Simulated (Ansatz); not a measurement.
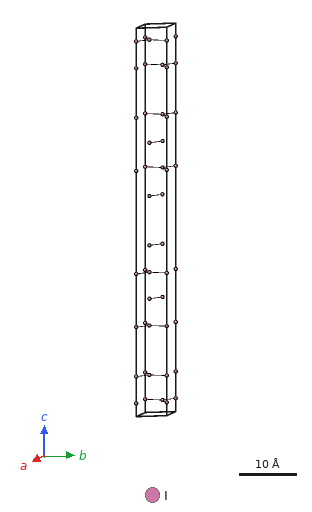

Starting structure of crystalline I (built on the C_166 type). The picture is a ball-and-stick view of the conventional cell (3 times the calculation's cell), seen slightly off an axis. Lengths and directions refer to the drawn axes.

Case: C type (R-3m, No. 166).

Computed with DFT PBE, scalar-relativistic, plane waves, PAW (Ansatz).

Input
```yaml
crystal:
  lattice:
    - [2.7736016125, 1.6013396376, 23.1090148816]
    - [-2.7736016125, 1.6013396376, 23.1090148816]
    - [0.0, -3.2026792753, 23.1090148816]
  atoms:
    - { symbol: I, position: [0.2303754245, 0.2303754245, 0.2303754245] }
    - { symbol: I, position: [0.7696245755, 0.7696245755, 0.7696245755] }
    - { symbol: I, position: [0.1031475077, 0.1031475077, 0.1031475077] }
    - { symbol: I, position: [0.8968524923, 0.8968524923, 0.8968524923] }
    - { symbol: I, position: [0.0340920453, 0.0340920453, 0.0340920453] }
    - { symbol: I, position: [0.9659079547, 0.9659079547, 0.9659079547] }
    - { symbol: I, position: [0.3672825456, 0.3672825456, 0.3672825456] }
    - { symbol: I, position: [0.6327174544, 0.6327174544, 0.6327174544] }
basis:
  ecutwfc: 420
kpoints:
  mp_grid: { grid: [9, 9, 9] }
hamiltonian:
  xc: pbe
scf:
  occupations: { method: gaussian, width: 0.1 }
output:
  forces: true
  stress: true
  eigenvalues: true
relax:
  adjacent_minimum: "off"
  f_tol: 0.01
  max_steps: 80
  cell: { stress_tol: 0.05 }
```

Q: Where does the relaxation end?

A: After 4 accepted moves (5 points after the start) the energy has fallen by 1.3 meV per cell of the calculation. Largest force component: 0.012 eV/Å at the start, 0.00026 eV/Å at the end. The pressure goes from 0.03 to 0.00 GPa. The SCF was repeated once at an unchanged geometry on a basis and grid sized afresh for the cell, which shifted the energy by 0.3 meV per cell of the calculation at most. The largest moves relative to the cell, 0.15 Å, are those of I1 and I2. I2 goes along +c. The drawn cell changes as follows: a = b 5.547 → 5.552 Å (+0.1 %), c 69.327 → 69.797 Å (+0.7 %); the volume changes by +0.9 %. The space group stays R-3m (No. 166).

Final geometry:

```
I
1.0
     2.77618    1.60283   23.26572
    -2.77618    1.60283   23.26572
     0.00000   -3.20566   23.26572
I
8
Direct
  0.22828 0.22828 0.22828
  0.77172 0.77172 0.77172
  0.10512 0.10512 0.10512
  0.89488 0.89488 0.89488
  0.03508 0.03508 0.03508
  0.96492 0.96492 0.96492
  0.36842 0.36842 0.36842
  0.63158 0.63158 0.63158
```

After the run, drawn alike:

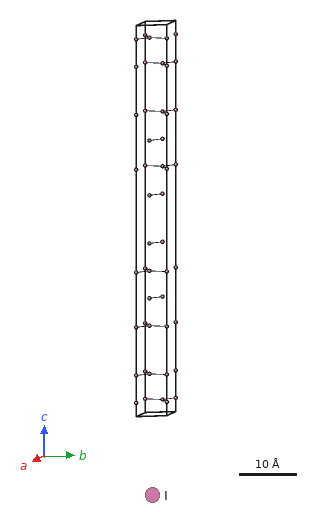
